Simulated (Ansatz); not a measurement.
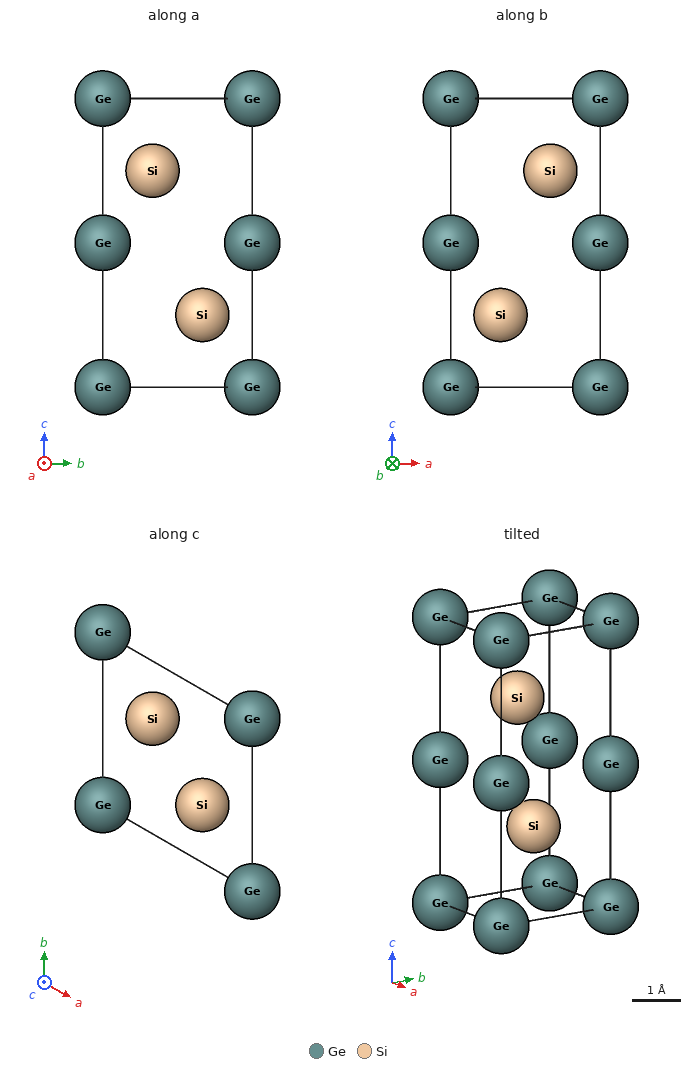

The image is a spheres-only drawing of a crystal, viewed along the a axis, along the b axis, along the c axis and slightly off an axis. One conventional unit cell is outlined, and atoms on its boundary appear in each equivalent place.

Lattice parameters: a = 3.670 Å, b = 3.670 Å, c = 6.131 Å, α = 90.00°, β = 90.00°, γ = 120.00°.

> Give the structure in the form of a table of Wyckoff sites.

Space group P6_3/mmc (No. 194).
```csv
atom,site,x,y,z
Ge,2a,0.0000,0.0000,0.0000
Si,2c,0.3333,0.6667,0.2500
```

It goes back to a structure type filled with these elements by a generator (whether the compound takes this form wasn't checked). Atoms and cell were optimised with DFT, r2SCAN+rVV10, plane waves, PAW (Ansatz 0.2.0).
